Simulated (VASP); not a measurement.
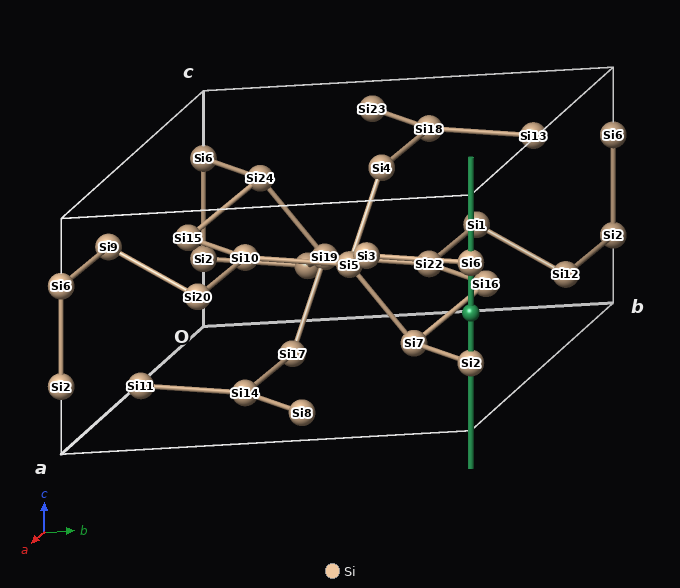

For Si, a cell listed in the Materials Project, as set up for an electronic-structure calculation: the coloured rod is the axis of a symmetry operation of the crystal, the small sphere its inversion point. All values are computed from the atomic coordinates in the standard setting (tolerance 0.002 Å).

a = 9.426 Å, b = 9.426 Å, c = 5.652 Å, α = 90.00°, β = 90.00°, γ = 120.00°.

```
atom       x       y       z
 Si1  0.1018  0.7020  0.4169
 Si2  0.0000  0.0000  0.2872
 Si3  0.9647  0.7332  0.7503
 Si4  0.5648  0.6313  0.9164
 Si5  0.7020  0.6002  0.5831
 Si6  0.0000  0.0000  0.7128
 Si7  0.7332  0.7685  0.2497
 Si8  0.9335  0.5648  0.0836
 Si9  0.7685  0.0353  0.7503
Si10  0.6667  0.3333  0.6205
Si11  0.6313  0.0665  0.0836
Si12  0.2315  0.9647  0.2497
Si13  0.3687  0.9335  0.9164
Si14  0.6667  0.3333  0.0462
Si15  0.3998  0.1018  0.5831
Si16  0.6002  0.8982  0.4169
Si17  0.4352  0.3687  0.0836
Si18  0.3333  0.6667  0.9538
Si19  0.2980  0.3998  0.4169
Si20  0.8982  0.2980  0.5831
Si21  0.0353  0.2668  0.2497
Si22  0.3333  0.6667  0.3795
Si23  0.0665  0.4352  0.9164
Si24  0.2668  0.2315  0.7503
```

Take the operation x, y, z → x−y+1, x, −z+1.

What kind of operation is it, and where does it lie?

Answer. It is a −3 rotoinversion axis with its inversion point at (1, 1, 1/2), along [0 0 1].

Onto which atom does it carry each atom (up to whole multiples of a, b and c)?

Answer. Si1 → Si15, Si2 → Si6, Si3 → Si12, Si4 → Si8, Si5 → Si1, Si6 → Si2, Si7 → Si3, Si8 → Si13, Si9 → Si7, Si10 → Si22, Si11 → Si4, Si12 → Si24, Si13 → Si17, Si14 → Si18, Si15 → Si19, Si16 → Si5, Si17 → Si23, Si18 → Si14, Si19 → Si20, Si20 → Si16, Si21 → Si9, Si22 → Si10, Si23 → Si11, Si24 → Si21.

What is the crystal's space group?

Answer. No. 148, R-3, hexagonal axes.
